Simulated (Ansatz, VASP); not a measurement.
# LiF (Griceite) in two plane-wave programs

Aim: how closely do two programs agree when they are given the same cell, functional and k mesh? The cell is taken from a series of runs on this material, whose earlier steps may have relaxed or scaled it; both programs get it as it stands.

Calculated with Ansatz 0.2.0; plane waves, with VASP 6.6.1 beside it; single point at PBE with D4.

## 1. The starting structure

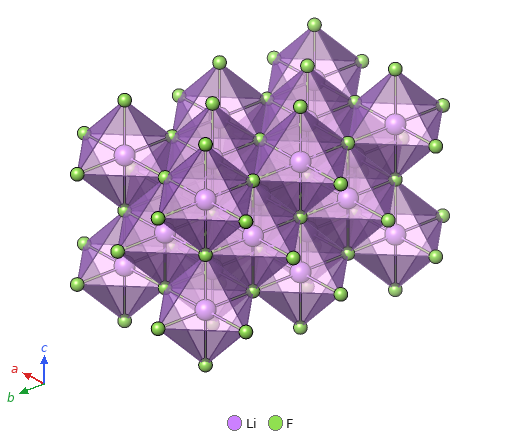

The starting structure, seen from a free direction (lithium purple, fluorine green). 1×2×1 cells are drawn. This picture shows the conventional cell, with its axes. Some periodic images of atoms are drawn too.

## 2. VASP: single point, PBE with D4

With cell and atoms fixed, the geometry can't cause a difference; cores, projectors, grids and the points listed under the comparison can.

Lines of VASP's logs that name or quote its potential files are left out, and so is its time.

The input, INCAR:

```
SYSTEM = LiF
PREC = Accurate
ENCUT = 790
EDIFF = 1E-06
NELM = 100
ISMEAR = -1
SIGMA = 0.05
LREAL = .FALSE.
ALGO = Normal
GGA = PE
IVDW = 13
NBANDS = 11
LORBIT = 11
LWAVE = .FALSE.
LCHARG = .FALSE.
KPAR = 2
ISIF = 2
```

The input, POSCAR:

```
LiF
1.0
    0.0000000000      2.0140000000      2.0140000000
    2.0140000000      0.0000000000      2.0140000000
    2.0140000000      2.0140000000      0.0000000000
Li F
1 1
Direct
    0.0000000000      0.0000000000      0.0000000000
    0.5000000000      0.5000000000      0.5000000000
```

The input, KPOINTS:

```
Automatic mesh
0
Gamma
11 11 11
0 0 0
```

The projector-augmented-wave data sets are Li_sv_GW and F_GW (PBE family, release 64).

Run with:

```console
> mpirun -np 2 vasp_std
```

Numbers of over 12 decimals in the logs are rounded to 6 here.

Output:

```text
[banner, memory and clock lines left out]
running    2 mpi-ranks, on    1 nodes
 distrk:  each k-point on    1 cores,    2 groups
 distr:  one band on    1 cores,    1 groups

 POSCAR found type information on POSCAR LiF
 POSCAR found :  2 types and       2 ions
 LDA part: xc-table for (Slater+PW92), standard interpolation
 POSCAR, INCAR and KPOINTS ok, starting setup
 FFT: planning ... GRIDC
 FFT: planning ... GRID_SOFT
 FFT: planning ... GRID
 WAVECAR not read
 entering main loop
       N       E                     dE             d eps       ncg     rms          rms(c)
DAV:   1     0.399856157475E+02    0.39986E+02   -0.63433E+03  1248   0.116E+03
DAV:   2    -0.106135659732E+02   -0.50599E+02   -0.49280E+02  1394   0.260E+02
DAV:   3    -0.119679587543E+02   -0.13544E+01   -0.13531E+01  1447   0.361E+01
DAV:   4    -0.119754354262E+02   -0.74767E-02   -0.74763E-02  1394   0.322E+00
DAV:   5    -0.119755110395E+02   -0.75613E-04   -0.75612E-04  1514   0.319E-01    0.729E+00
DAV:   6    -0.114177833896E+02    0.55773E+00   -0.27300E+00  1379   0.115E+01    0.502E+00
DAV:   7    -0.114165158924E+02    0.12675E-02   -0.16547E-02  1421   0.138E+00    0.317E+00
DAV:   8    -0.114197912727E+02   -0.32754E-02   -0.16860E-02  1344   0.171E+00    0.269E-01
DAV:   9    -0.114196791194E+02    0.11215E-03   -0.33021E-04  1503   0.196E-01    0.543E-02
DAV:  10    -0.114198001666E+02   -0.12105E-03   -0.16002E-04  1381   0.118E-01    0.123E-02
DAV:  11    -0.114197987477E+02    0.14189E-05   -0.48499E-06  1521   0.187E-02    0.912E-03
DAV:  12    -0.114197988906E+02   -0.14283E-06   -0.40457E-07  1400   0.707E-03
   1 F= -.11545222E+02 E0= -.11545222E+02  d E =-.769930E-10
```

From OUTCAR (step 2):

```text
ion  position               nearest neighbor table
   1  0.000  0.000  0.000-
   2  0.500  0.500  0.500-

  LATTYP: Found a face centered cubic cell.
 ALAT       =     4.0280000000

 Subroutine GETGRP returns: Found 48 space group operations
 (whereof 48 operations were pure point group operations)

The static configuration has the point symmetry O_h .

 Found     56 irreducible k-points:

   k-points           NKPTS =     56   k-points in BZ     NKDIM =     56   number of bands    NBANDS=     11

   dimension x,y,z NGX =    28 NGY =   28 NGZ =   28
   dimension x,y,z NGXF=    56 NGYF=   56 NGZF=   56

   ENCUT  =  790.0 eV  58.06 Ry    7.62 a.u.   6.53  6.53  6.53*2*pi/ulx,y,z

   NELECT =      10.0000    total number of electrons

 k-points in reciprocal lattice and weights: Automatic mesh
   0.00000000  0.00000000  0.00000000       0.001
   0.09090909  0.00000000  0.00000000       0.006
   0.18181818  0.00000000  0.00000000       0.006
   0.27272727  0.00000000  0.00000000       0.006
   0.36363636  0.00000000  0.00000000       0.006
   0.45454545  0.00000000  0.00000000       0.006
   0.09090909  0.09090909  0.00000000       0.005
   0.18181818  0.09090909  0.00000000       0.018
   0.27272727  0.09090909  0.00000000       0.018
[...]
-0.36363636  0.45454545  0.18181818       0.018
  -0.27272727  0.45454545  0.18181818       0.018

 average (electrostatic) potential at core
       1 -37.8332       2-112.4029

 E-fermi :  -0.0038

 k-point     1 :       0.0000    0.0000    0.0000
  band No.  band energies     occupation
      1     -41.9351      2.00000
      2     -21.0240      2.00000
      3      -1.0556      2.00000
      4      -1.0556      2.00000
      5      -1.0556      2.00000
      6       8.0063      0.00000
      7      22.8893      0.00000
      8      22.8893      0.00000
      9      22.8893      0.00000
     10      23.2720      0.00000
    ...

 k-point     2 :       0.0909    0.0000    0.0000
  band No.  band energies     occupation
      1     -41.9303      2.00000
      2     -20.9920      2.00000
      3      -1.2959      2.00000
      4      -1.0746      2.00000
      5      -1.0746      2.00000
      6       8.2525      0.00000
      7      20.4841      0.00000
      8      21.7791      0.00000
      9      21.7791      0.00000
     10      24.2020      0.00000
    ...

 k-point     3 :       0.1818    0.0000    0.0000
  band No.  band energies     occupation
      1     -41.9177      2.00000
      2     -20.9046      2.00000
      3      -1.8931      2.00000
      4      -1.1245      2.00000
      5      -1.1245      2.00000
      6       8.8310      0.00000
      7      18.1382      0.00000
      8      20.4118      0.00000
      9      20.4118      0.00000
     10      25.1274      0.00000
    ...

  DFT-D4 for vdW energy calculation

  Edisp (eV):   -0.12542

  Total       0.00885     0.00885     0.00885     0.00000     0.00000    -0.00000
  in kB       0.86806     0.86806     0.86806     0.00000     0.00000    -0.00000
  external pressure =        0.87 kB  Pullay stress =        0.00 kB

  energy-cutoff  :      790.00
  volume of cell :       16.34
      direct lattice vectors                 reciprocal lattice vectors
     0.000000000  2.014000000  2.014000000    -0.248262165  0.248262165  0.248262165
     2.014000000  0.000000000  2.014000000     0.248262165 -0.248262165  0.248262165
     2.014000000  2.014000000  0.000000000     0.248262165  0.248262165 -0.248262165

 POSITION                                       TOTAL-FORCE (eV/Angst)
 -----------------------------------------------------------------------------------
      0.00000      0.00000      0.00000        -0.000000     -0.000000      0.000000
      2.01400      2.01400      2.01400         0.000000      0.000000     -0.000000
 -----------------------------------------------------------------------------------
    total drift:                                0.000000      0.000000      0.000000

  FREE ENERGIE OF THE ION-ELECTRON SYSTEM (eV)
  ---------------------------------------------------
  free  energy   TOTEN  =       -11.5452219854 eV

  energy  without entropy=      -11.5452219853  energy(sigma->0) =      -11.54522199

 total charge
# of ion       s       p       d       tot
------------------------------------------
    1        1.990   0.054   0.002   2.046
    2        1.658   4.193   0.000   5.851
--------------------------------------------------
tot          3.648   4.247   0.002   7.897

[... 3 further parts left out ...]
```

The run ends at a pressure of 0.09 GPa.

## 3. Ansatz: single point, PBE with D4

Ansatz runs on its default PAW (the set named soft_2) files.

The same cell, functional, mesh and smearing now go to Ansatz, which takes its cutoff from its data sets.

The input, input.yaml:

```yaml
crystal:
  lattice:
    - [0.0, 2.014, 2.014]
    - [2.014, 0.0, 2.014]
    - [2.014, 2.014, 0.0]
  atoms:
    - { symbol: Li, position: [0.0, 0.0, 0.0] }
    - { symbol: F, position: [0.5, 0.5, 0.5] }
hamiltonian:
  xc: pbe
  pseudopotentials: { kind: paw }
  dispersion: d4
kpoints:
  mp_grid: { grid: [11, 11, 11] }
scf:
  occupations: { method: fermi_dirac, width: 0.05 }
  n_extra_bands: 4
output:
  forces: true
  stress: true
  eigenvalues: true
```

Run with:

```console
> ansatz run input.yaml --threads 4 --pin off --max-ram 9216MiB --backend cpu --events-out ev --progress --plain --runs-dir out
```

Output:

```text
scf.n_extra_bands = 4 over 5 filled bands (N_el = 10.0): the run solves 9 bands
Engine: ansatz 0.2.0, x86_64-unknown-linux-gnu
Pseudopotentials: kind: paw
Pseudopotential: Li, paw, valence charge 3, recommended cutoff 420 eV (normal), Li.paw.azcp
Pseudopotential: F, paw, valence charge 7, recommended cutoff 420 eV (normal), F.paw.azcp
Functional definition: PBE
  parameter kappa = 0.804
  parameter beta = 0.066725
  exchange = pbe_x(kappa = kappa, mu = beta*pi^2/3)
  correlation = pbe_c(beta = beta)
Crystal: 2 atoms, lattice volume = 16.338 Å³
Basis set: ecut = 420 eV, 331 PW (Γ), exchange–correlation on 40×40×40 points (8 copies of the dense FFT grid, shifted against one another)
Bands: 9, of which v1, the nominal top of the filled ones, is band 5 counted from 1 (4 counted from 0)
Symmetry: 48 space group operations
Space group: Fm-3m (ITA 225), of the structure as read, at distance tolerance 2.5e-5 Å
k-points: 56 of 1331
Non-local potential: Li, projectors of the file, l = 0: 3, l = 1: 2, l = 2: 1
Non-local potential: F, projectors of the file, l = 0: 2, l = 1: 2, l = 2: 1
PAW form: soft (Blöchl's): semilocal exchange-correlation on the pseudo side does not see the compensation charge
PAW one-centre angular grid: Li, 110 points (default); XC on 64 Gauss nodes
PAW one-centre angular grid: F, 110 points (default); XC on 64 Gauss nodes
Initial density: superposition of atomic densities (neutral atoms: chi_scale 0, normalization atom), corrected by the library's trained network
Initial wavefunctions: pseudopotential atomic-orbital guess
Functional: x = pbe(κ = 0.804, μ = 0.219515), c = pbe(β = 0.066725)
SCF iter   1: F=—  HF=-1016.293130 eV  |F-HF|=—  |Δ(HF+E_count)|=         —  Δρ=7.66e-4  dr2=4.06e-5  ethr=1.77e-3  ⟨swp⟩=5.3  Hψ=3099  notcnv=0
preconditioner: auto → none  [insulator: Δε(μ)=9.078 eV  Ē_g=22.682 eV  σ=0.050 eV  W_gap=1.00  n_scr=0 (ndim 8)  ℏωp=26.0 eV  f_vac=0.000  D(μ)=0.00/eV (n_scr^D=0)  ε∞_Penn≈2.3]
SCF iter   2: F=—  HF=-1016.293087 eV  |F-HF|=—  |Δ(HF+E_count)|=   4.32e-5  Δρ=1.16e-3  dr2=1.34e-4  ethr=4.06e-7  ⟨swp⟩=2.1  Hψ=1153  notcnv=0
SCF iter   3: F=—  HF=-1016.293067 eV  |F-HF|=—  |Δ(HF+E_count)|=   2.02e-5  Δρ=5.68e-4  dr2=3.24e-5  ethr=4.06e-7  ⟨swp⟩=2.5  Hψ=693  notcnv=0
SCF iter   4: F=—  HF=-1016.293069 eV  |F-HF|=—  |Δ(HF+E_count)|=   1.70e-6  Δρ=1.45e-4  dr2=3.91e-7  ethr=3.24e-7  ⟨swp⟩=2.4  Hψ=692  notcnv=0
SCF iter   5: F=—  HF=-1016.293088 eV  |F-HF|=—  |Δ(HF+E_count)|=   1.91e-5  Δρ=3.33e-4  dr2=1.22e-5  ethr=3.91e-9  ⟨swp⟩=2.0  Hψ=784  notcnv=0
SCF iter   6: F=—  HF=-1016.293085 eV  |F-HF|=—  |Δ(HF+E_count)|=   2.73e-6  Δρ=1.78e-4  dr2=3.51e-6  ethr=3.91e-9  ⟨swp⟩=2.0  Hψ=728  notcnv=0
SCF iter   7: F=—  HF=-1016.293084 eV  |F-HF|=—  |Δ(HF+E_count)|=   7.57e-7  Δρ=9.75e-5  dr2=1.05e-6  ethr=3.91e-9  ⟨swp⟩=2.0  Hψ=712  notcnv=0
SCF iter   8: F=—  HF=-1016.293084 eV  |F-HF|=—  |Δ(HF+E_count)|=   2.92e-7  Δρ=3.16e-5  dr2=1.11e-7  ethr=3.91e-9  ⟨swp⟩=2.4  Hψ=685  notcnv=0
SCF iter   9: F=-1016.293084 eV  HF=-1016.293084 eV  |F-HF|=6.77e-9  |Δ(HF+E_count)|=   3.20e-8  Δρ=8.44e-6  dr2=7.88e-9  ethr=1.00e-9  ⟨swp⟩=3.0  Hψ=1235  notcnv=0
SCF 1 converged in 9 iterations: F = -1016.293084 eV  dr2 = 7.88e-9
  greatest PAW one-centre occupation: 1.000 electrons in one spin orbital (limit 2), on the Li atom at site 0 (counted from 0), in its partial waves of l = 0
SCF converged after 9 iterations
Free energy (F): -1016.293084 eV
Harris-Foulkes:  -1016.293084 eV  (|F-HF|=6.77e-9)
Internal energy: -1016.293084 eV  (E = F + TS)
E sigma→0 (E₀):  -1016.293084 eV
Fermi energy:    5.643738 eV
--- Per-component energies (eV) ---
  E_band       = -117.692344
  E_kinetic    = 230.619019
  E_local      = -640.970676  (includes V_loc(G=0)·N_el)
  E_nonlocal   = 40.381272
  E_hartree    = 224.577405
  E_xc         = -91.833795
  E_vxc        = -117.800708  (∫ρ·V_xc dr)
  E_paw        = -221.813352  (= ΣΔE_a)
  E_vpaw       = -79.075828  (= ΣTr[D̂ρ^β])
  E_aug_tail   = 0.002217  (compensation charges beyond the density's cutoff)
  E_ewald      = -557.129686
  E_disp       = -0.125487  (pairwise vdW)
  E_smearing   = -0.000000  (= −TS)
  E_closure    = 0.000000  (closes the sum)
  Σ components = -1016.293084   (vs F -1016.293084, Δ=0.00e0)
--- Forces (eV/Å), atoms counted from 1 ---
  atom   1  Li    -0.00000000     0.00000000    -0.00000000
  atom   2  F      0.00000000    -0.00000000     0.00000000
  max |Σ_I F_I| component: 3.34e-29 eV/Å
--- Stress (GPa, compression-positive) ---
        0.880094      -0.000000       0.000000
       -0.000000       0.880094      -0.000000
       -0.000000      -0.000000       0.880094
  P = ⅓ Tr σ = 0.8801 GPa (8.801 kbar)
--- Band table (eV; the first three rows and the last of 56) ---
  k-point 0: bands = ["-39.8902", "-18.9695", "0.9980", "0.9980", "0.9980", "10.0871", "24.9531", "24.9531", "24.9531"]
  k-point 1: bands = ["-39.8856", "-18.9375", "0.7580", "0.9791", "0.9791", "10.3325", "22.5529", "23.8482", "23.8482"]
  k-point 2: bands = ["-39.8732", "-18.8497", "0.1616", "0.9293", "0.9293", "10.9094", "20.2078", "22.4845", "22.4845"]
  k-point 55: bands = ["-39.8165", "-18.3088", "-1.1821", "-0.9281", "0.2301", "15.8354", "16.0176", "18.7456", "20.2687"]
```

The run ends at a pressure of 0.88 GPa.

## 4. Side by side

Known differences besides the PAW data sets themselves: the cutoff is 420 eV in Ansatz and 790 eV in VASP; VASP leaves aspherical gradient terms in its spheres out (LASPH is not set), Ansatz keeps them. Total energies have different zeros and are not compared.

Both answers:

```csv
quantity,Ansatz,VASP,difference
pressure (GPa),0.88,0.09,+0.79
gap on the k mesh (eV),9.089,9.062,+0.027
```

Ansatz's pressure holds a Pulay correction of 0.69 GPa; VASP's holds none.

## 5. Looking for the cause

How far does this hang on the set-up? Further runs change one program's set-up at a time, as the table lists.

```csv
run,difference in gap on the k mesh (eV)
as above,0.027
VASP with the data sets Li_sv and F_h and a cutoff of 1240 eV,0.016
```

## 6. Outcome

```
difference in gap on the k mesh (single point, PBE with D4) : 0.027 eV
difference in pressure (single point, PBE with D4)          : 0.79 GPa
```

What this shows: The difference in pressure is 0.79 GPa (single point, PBE with D4), within the 1 GPa picked in this series as the mark of a large difference. For single point, PBE with D4: VASP with the data sets Li_sv and F_h and a cutoff of 1240 eV cuts the difference in gap on the k mesh from 0.027 to 0.016 eV; whether that points to the cause isn't shown. How closely two codes agree says nothing of how well the functional describes the real material.

[Lines on the potential files, build, host, timing and source positions are cut from VASP's logs without a mark.]

[Logs are printed without paths, hosts, clocks, repeated set-up lines and the standing remarks that a program may print on its own settings, such as how far it seeks lower states.]

[Hosts, paths, dates, database ids (printed as entryN), source tags and the programs' standing remarks are cut or masked in the printed files.]
